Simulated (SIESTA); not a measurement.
# NaCl: 7 runs along one coordinate

System: NaCl (Fm-3m, 2 atoms in the cell).
Method: Kohn-Sham DFT of a periodic cell, PBE, PseudoDojo 0.4 standard, converted to PSML, no spin polarisation (SIESTA 5.4.2).

The 7 runs differ only in the geometry, by an even scaling of the cell at fixed fractional positions. The structure derives from a Materials Project entry.

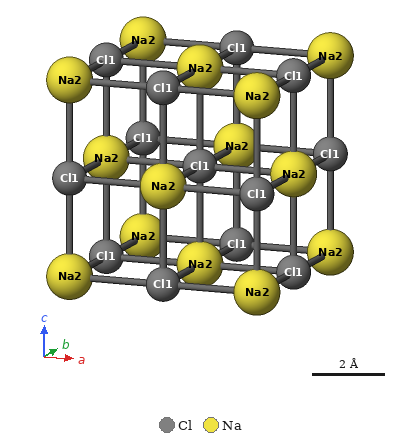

Figure 1. The structure of run 4 (ball-and-stick view of the cell 4 times as large as that of the calculation, set on its symmetry axes, seen slightly off an axis; atoms are numbered from 1 in the order of the input).

## Input of run 4
```
SystemName                      NaCl
SystemLabel                     NaCl
NumberOfSpecies                 2
NumberOfAtoms                   2
%block ChemicalSpeciesLabel
  1  17 Cl
  2  11 Na
%endblock ChemicalSpeciesLabel

LatticeConstant                 1.0 Ang
%block LatticeVectors
     0.0000000000     2.7940632177     2.7940632177
     2.7940632177     0.0000000000     2.7940632177
     2.7940632177     2.7940632177     0.0000000000
%endblock LatticeVectors
AtomicCoordinatesFormat         Fractional
%block AtomicCoordinatesAndAtomicSpecies
     0.5000000000     0.5000000000     0.5000000000  1  Cl
     0.0000000000     0.0000000000     0.0000000000  2  Na
%endblock AtomicCoordinatesAndAtomicSpecies

%block kgrid.MonkhorstPack
    8   0   0  0.0
    0   8   0  0.0
    0   0   8  0.0
%endblock kgrid.MonkhorstPack
XC.Functional                   GGA
XC.Authors                      PBE
PAO.BasisSize                   DZP
PAO.EnergyShift                 0.01 Ry
Mesh.Cutoff                     800 Ry
OccupationFunction              FD
ElectronicTemperature           0.05 eV
MaxSCFIterations                120
SCF.MustConverge                false
SCF.Mixer.Method                Pulay
SCF.Mixer.Weight                0.25
SCF.Mixer.History               8
SCF.DM.Tolerance                5.0e-05
SCF.H.Tolerance                 1.0e-03 eV
WriteForces                     true
Charge.Mulliken                 end
```

Command:
```bash
siesta < NaCl.fdf > NaCl.out 2>&1
```

Run 2 differs from it as follows:
```diff
-     0.0000000000     2.7940632177     2.7940632177
-     2.7940632177     0.0000000000     2.7940632177
-     2.7940632177     2.7940632177     0.0000000000
+     0.0000000000     2.7563009776     2.7563009776
+     2.7563009776     0.0000000000     2.7563009776
+     2.7563009776     2.7563009776     0.0000000000
```

## Results, with one run withheld

| run | volume per atom (Å³) | free energy per atom, from the lowest run given (meV) | pressure (GPa) | gap on the mesh (eV) |
| --- | --- | --- | --- | --- |
| 1 | 20.504 | 21.53 | 3.37 | 5.56 |
| 2 | 20.940 | ? | ? | ? |
| 3 | 21.376 | 7.65 | 1.86 | 5.36 |
| 4 | 21.813 | 3.50 | 1.23 | 5.27 |
| 5 | 22.249 | 1.00 | 0.60 | 5.18 |
| 6 | 22.685 | 0.00 | 0.14 | 5.10 |
| 7 | 23.121 | 0.34 | −0.40 | 5.02 |

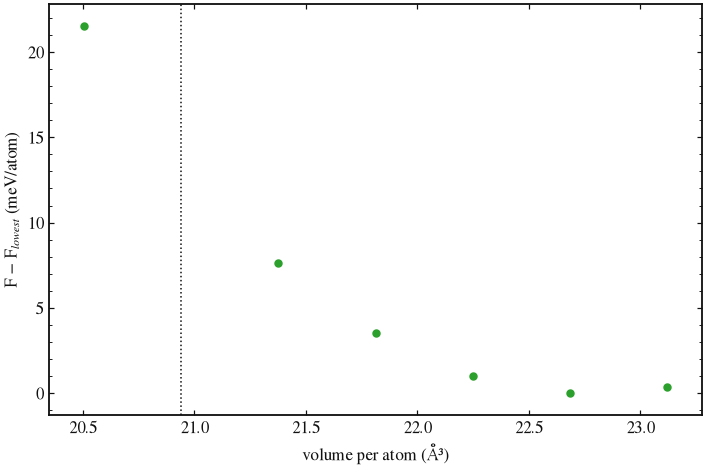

Figure 2. Free energy per atom of the runs given; the dotted line marks run 2.

What should run 2 give?

A cubic polynomial in V^(−2/3) (the Birch–Murnaghan form), fitted to the 6 runs given, misses them by under 0.01 meV per atom. With x = V^(−2/3) − 0.12764 Å⁻², it reads F = 2.6824 + 1690.5 x + 2.6231e+05 x² − 35258 x³ (meV per atom). At run 2 it gives 13.59 meV per atom, and the run itself gives 13.68. The slope of the fit gives a pressure −dF/dV of 2.54 GPa there, and the run prints 2.59 GPa. The fit has its minimum at 22.786 Å³ per atom, where V d²F/dV² gives 25.4 GPa: the bulk modulus at this level, since symmetry fixes the shape and the positions. The gap on the mesh goes, without turning, from 5.56 eV in run 1 to 5.02 eV in run 7; run 2 has 5.46 eV. These are gaps of this functional on this mesh, which can miss the band edges; they aren't the measured gap.

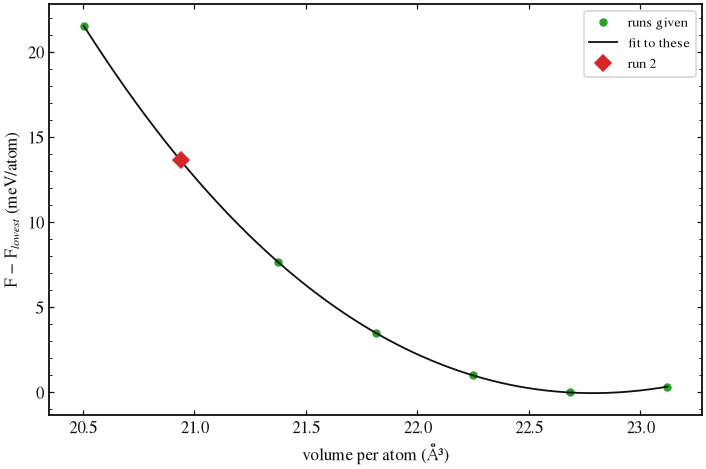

Figure 3. The fit and the withheld run.

## Some lines of the output (run 2)
```
[...]
outcell: Cell volume (Ang**3)        :     41.8803
stepf: Fermi-Dirac step function
siesta: Etot    =     -1692.754975
siesta: FreeEng =     -1692.754975
        iscf     Eharris(eV)        E_KS(eV)     FreeEng(eV)     dDmax    Ef(eV) dHmax(eV)
siesta: E_KS(eV) =            -1692.8015
siesta: E_KS - E_eggbox =     -1692.8015
siesta: Etot    =     -1692.801511
siesta: FreeEng =     -1692.801511
siesta:         Fermi =      -2.841915
siesta: Cell volume =         41.880312 Ang**3
    Orbital volume contribution        =           1.623406 eV
```

Notes: With a small basis of atomic orbitals these values can differ much from converged plane-wave results.
